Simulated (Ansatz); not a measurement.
```
CELL_PARAMETERS angstrom
3.20621 0.00000 0.00000
-1.60311 2.77666 0.00000
0.00000 0.00000 19.62098
ATOMIC_POSITIONS crystal
Mo 0.00000 0.00000 0.00011
Mo 0.66667 0.33333 0.33344
Mo 0.33333 0.66667 0.66677
S 0.00000 0.00000 0.25465
S 0.66667 0.33333 0.58799
S 0.33333 0.66667 0.92132
S 0.33333 0.66667 0.07891
S 0.00000 0.00000 0.41224
S 0.66667 0.33333 0.74557
```

Space group R3m; computed without spin polarisation.

Computed with DFT, r2SCAN, PAW with Ansatz's default frozen-core files, scalar-relativistic; relaxation of atoms (Ansatz 0.2.0).

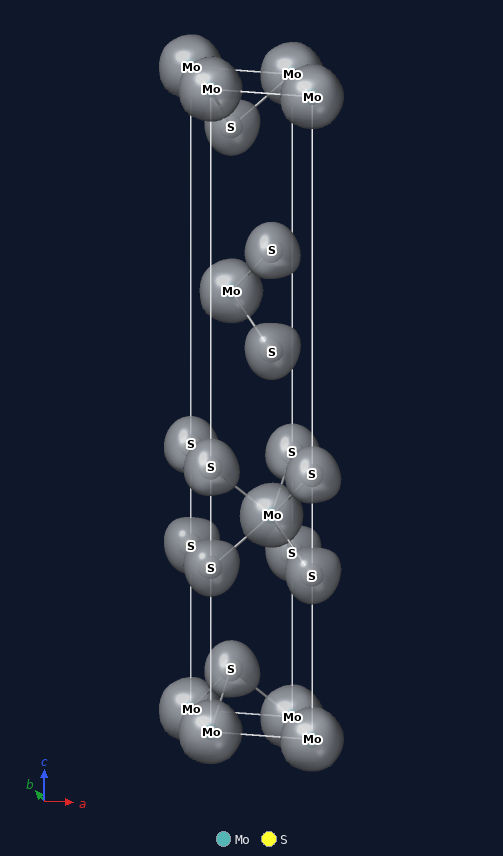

MoS2. Isosurface of the valence pseudo-density at 0.8 e/Å³ (grey), seen slightly off an axis. Sticks mark near contacts.

Core electrons are frozen (PAW), and the valence fields are smoothed inside the atomic spheres.

Question: What does this surface tell about the bonding?

Answer: At this value the density breaks into separate islands; it holds about 55 % of the electrons treated as valence (semicore included). It bridges none of the near contacts. It is pinched off along the shortest Mo–S (2.41 Å) contacts. On the grid the lowest density along these lines, outside the cores, is 0.61 e/Å³ (Mo–S, 2.41 Å).

Question: Does the calculation make it a metal, or give it a gap?

Answer: It is gapped, with a Kohn–Sham gap of 1.2 eV on the k-point mesh, an upper bound to the gap of this method.
